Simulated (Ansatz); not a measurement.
Consider Ce.

Input file:

```
crystal:
  lattice:
    - [0.0, 2.5806, 2.5806]
    - [2.5806, 0.0, 2.5806]
    - [2.5806, 2.5806, 0.0]
  atoms:
    - { symbol: Ce, position: [0.0, 0.0, 0.0], spin: 1.0 }
hamiltonian:
  xc: pbesol
  pseudopotentials: { kind: paw }
magnetization:
  spin_polarized: true
kpoints:
  mp_grid: { grid: [9, 9, 9] }
scf:
  occupations: { method: fermi_dirac, width: 0.05 }
output:
  forces: true
  stress: true
  eigenvalues: true
  write_density: true
  write_potential: true
  elf: true
  volumetric_format: npy
```

Command:

```sh
ansatz run input.yaml --threads 2 --pin off --max-ram 5632MiB --backend cpu --events-out ev --progress --plain --runs-dir out
```

Below, planes, directions and counts refer to the conventional cell (a = 5.16 Å, b = 5.16 Å, c = 5.16 Å, α = 90.00°, β = 90.00°, γ = 90.00°).

Space group Fm-3m; computed pressure about −8 GPa in this cell; the SCF solution may not be the lowest one; no Hubbard U on the f states and no spin–orbit coupling; spin-polarised.

The calculation used Kohn-Sham DFT of a periodic cell, PBEsol, Ansatz PAW (Ansatz 0.2.0).

What can the converged valence pseudo-density, electron localisation function and spin density tell about the bonding?

Answer. Ce–Ce (3.65 Å): the density is about 0.11 e/Å³ at the midpoint; the ELF is about 0.10 at the midpoint: no shared electron pair shows on this line.
The spin density sits on Ce: +0.7 μB (×4) in one cell of 4 atoms: parallel main moments, as they must be, since the calculation's own cell holds one magnetic site. The cell of the calculation (1 atoms) carries 0.8 μB of net spin moment.

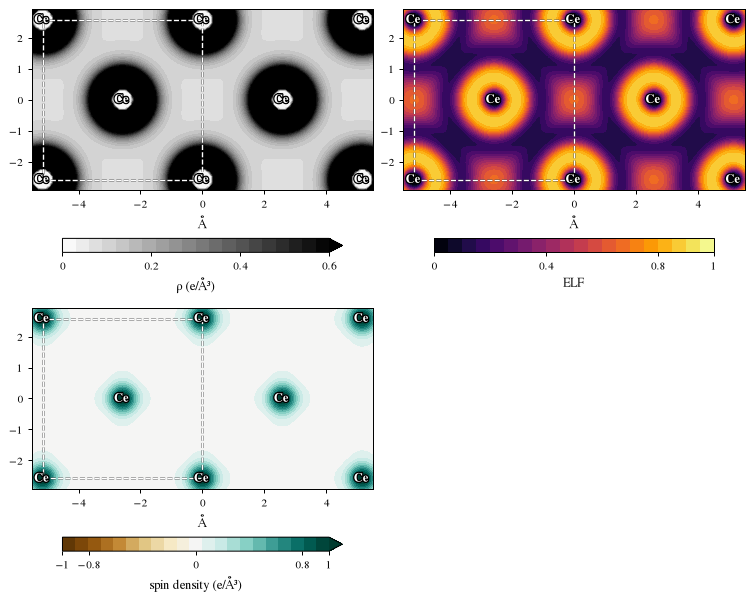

Computed valence pseudo-density, electron localisation function and spin density on the (010) plane of the conventional cell, in this order. 

In a PAW calculation such maps are meaningful between the atoms, not at the nuclei.
